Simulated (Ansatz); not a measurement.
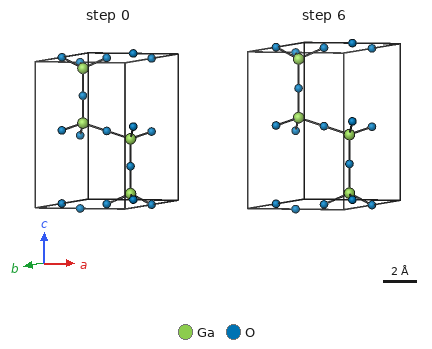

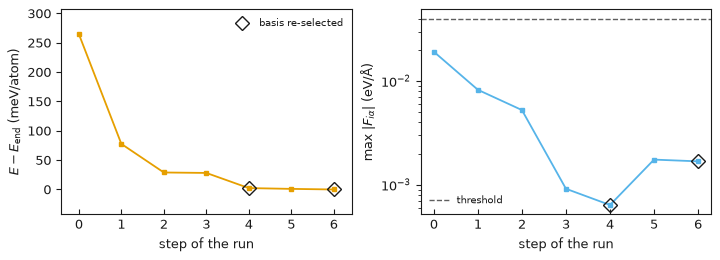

First and last geometry of a relaxation of a crystal of GaO2 (a generated structure, set up in P6_3/mmc) (coarse preliminary run), with the history of the run. Style: ball-and-stick. Shown: the cell of the calculation, from a free direction.

Theory: DFT PBE, scalar-relativistic, plane waves, PAW in Ansatz. (plane-wave cutoff 420 eV; k-point mesh 6 × 6 × 2; occupations gaussian; smearing width 0.1 eV; collinear spin; cell and atoms relaxed; force threshold 0.04 eV/Å; at most 70 steps)

Did the run converge, and what did it change?

It converged. After 4 accepted moves (6 points after the start) the energy has fallen by 265 meV per atom. The largest force component goes from 0.019 to 0.0017 eV/Å. The pressure goes from 21.50 to 0.26 GPa. At 2 points the geometry stayed and the basis and grid were re-selected for the new cell (energy shift of 25.8 meV per atom at most each time). No atom moves by more than 0.005 Å relative to the cell. Cell: a = b 5.571 → 5.958 Å (+6.9 %), c 9.097 → 9.745 Å (+7.1 %). Volume +22.5 %. Some distances before and after: Ga–O 1.706 → 1.825 Å. The space group stays P6_3/mmc (No. 194). Cost: 5 min on 1 thread of Arm Neoverse V1 (shared host), peak memory 0.83 GiB.

```csv
step,"E − E(0), meV/atom","largest force component, eV/Å","pressure, GPa","volume, Å³/atom",note
0,0.00,0.0192,21.50,20.375,
1,-187.09,0.0082,8.82,22.465,
2,-235.78,0.0053,1.35,24.190,
3,-236.55,0.0009,0.11,24.531,
4,-262.38,0.0006,1.52,24.531,"same geometry, new basis"
5,-263.73,0.0017,0.25,24.965,
6,-264.74,0.0017,0.26,24.965,"same geometry, new basis"
```
